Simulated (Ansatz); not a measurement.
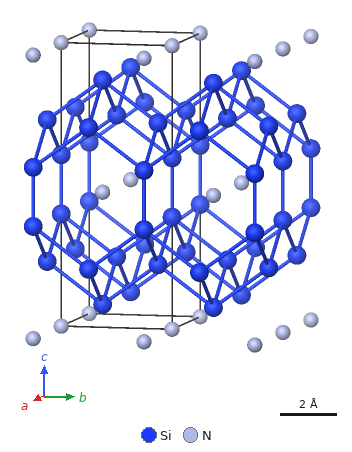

Starting structure of solid Si4N (a generated structure, set up in I4/mmm) (coarse preliminary run). Style: ball-and-stick. Shown: the conventional cell (2 times the calculation's cell), repeated 2 × 2 × 1 with one cell outlined, slightly off an axis. Lengths and directions refer to the drawn axes.

All numbers below come from Ansatz 0.2.0, DFT PBE, scalar-relativistic, plane waves, PAW.

Input
```yaml
crystal:
  lattice:
    - [-2.05314943, 2.05314943, 5.12541855]
    - [2.05314943, -2.05314943, 5.12541855]
    - [2.05314943, 2.05314943, -5.12541855]
  atoms:
    - { symbol: Si, position: [0.75, 0.25, 0.5] }
    - { symbol: Si, position: [0.25, 0.75, 0.5] }
    - { symbol: Si, position: [0.39572001, 0.39572001, 0.0] }
    - { symbol: Si, position: [0.60427999, 0.60427999, 0.0] }
    - { symbol: "N", position: [0.0, 0.0, 0.0], spin: 1.0 }
basis:
  ecutwfc: 420
kpoints:
  mp_grid: { grid: [6, 6, 6] }
hamiltonian:
  xc: pbe
scf:
  occupations: { method: gaussian, width: 0.1 }
  lower_state_search: "off"
output:
  forces: true
  stress: true
  eigenvalues: true
  populations: true
magnetization:
  spin_polarized: true
relax:
  adjacent_minimum: "off"
  f_tol: 0.04
  max_steps: 70
  cell: { stress_tol: 0.4 }
```

Launched with:
```bash
ansatz run input.yaml --threads 1 --pin off --max-ram 2560MiB --backend cpu --events-out ev --progress --plain --runs-dir out
```

What does the optimiser find from here?

The largest moves relative to the cell, 0.20 Å, are those of Si3 and Si4. Si4 goes along +c. N stays in place. The drawn cell changes as follows: a = b 4.106 → 4.301 Å (+4.8 %), c 10.251 → 9.031 Å (−11.9 %); the volume changes by −3.3 %. Among the contacts that change: Si3–Si4 2.138 → 2.282 Å, Si1–Si3 2.539 → 2.423 Å. Among the angles between lasting bonds that change: Si3–Si1–Si3 107.9° → 125.1°, Si1–Si3–Si4 126.0° → 117.4°, Si3–Si1–Si4 110.2° → 102.3°. The space group stays I4/mmm (No. 139). The energy falls by 146 meV per atom in 5 accepted moves (6 points after the start). The largest force component goes from 3.6 to 0.014 eV/Å. Pressure: −5.75 GPa at the start and 0.03 GPa at the end. At 1 point the geometry stayed and the basis and grid were re-selected for the new cell (energy shift of 0.8 meV per atom at most each time). Cost: 83 s on 1 thread of Intel(R) Xeon(R) Processor @ 2.70GHz, with other jobs on the host, peak memory 0.42 GiB.

Final geometry:

```xyz
5
Lattice="-2.1507 2.1507 4.5154 2.1507 -2.1507 4.5154 2.1507 2.1507 -4.5154" Properties=species:S:1:pos:R:3 pbc="T T T"
Si    0.0000    2.1507    2.2577
Si    2.1507    0.0000    2.2577
Si    0.0000    0.0000    3.3744
Si    0.0000    0.0000    5.6564
N     0.0000    0.0000    9.0308
```

The end point in the same view:

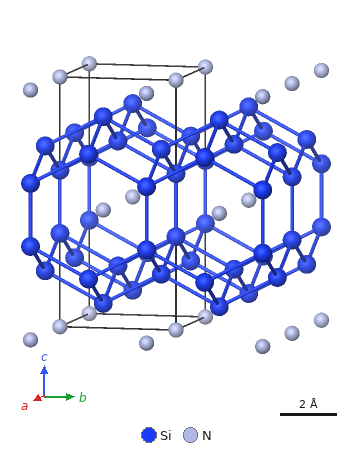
